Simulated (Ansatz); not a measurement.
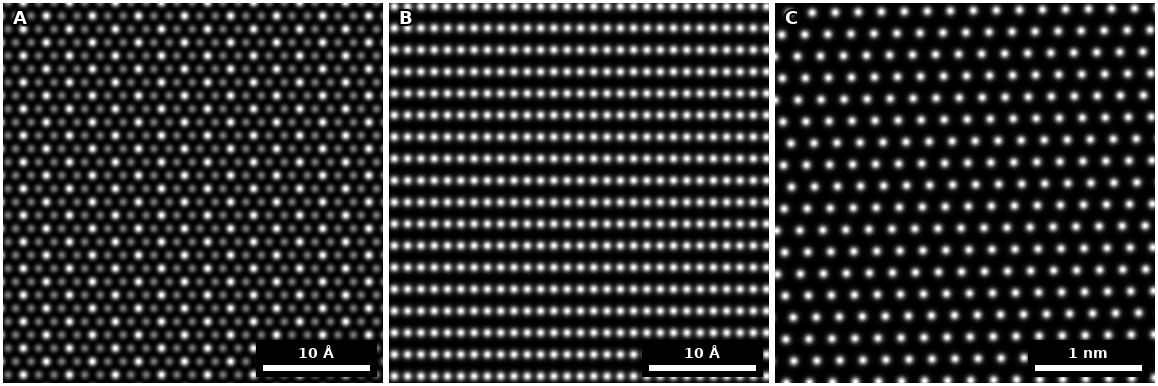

Three views of Cu (P6_3/mmc, No. 194) along different zone axes. The image is simulated as a sum over atoms of Z^1.8, blurred by a 0.67 Å probe (no channelling). The probe carries 25 % of its weight in a tail 2.5 times as wide. Structure: coordinates from a relaxation with Ansatz 0.2.0, DFT PBEsol, scalar-relativistic, plane waves, PAW; the starting structure was generated, so it need not be a known form of this composition.

```yaml
crystal:
  lattice:
    - [2.51894, 0.00000, 0.00000]
    - [-1.25947, 2.18146, 0.00000]
    - [0.00000, 0.00000, 16.48561]
  atoms:
    - { symbol: Cu, position: [0.00000, 0.00000, 0.00000] }
    - { symbol: Cu, position: [0.33333, 0.66667, 0.12479] }
    - { symbol: Cu, position: [0.00000, 0.00000, 0.25000] }
    - { symbol: Cu, position: [0.33333, 0.66667, 0.37521] }
    - { symbol: Cu, position: [0.00000, 0.00000, 0.50000] }
    - { symbol: Cu, position: [0.66667, 0.33333, 0.62479] }
    - { symbol: Cu, position: [0.00000, 0.00000, 0.75000] }
    - { symbol: Cu, position: [0.66667, 0.33333, 0.87521] }
```

**Match the panels to the zone axes [001], [100] and [210].**

A is [001]: projected cell 2.52 × 2.52 Å, 120°, plane group p6mm. B is [210]: projected cell 1.26 × 2.06 Å, 90°, plane group p2mm. C is [100]: projected cell 2.18 × 16.49 Å, 90°, plane group p2mg.
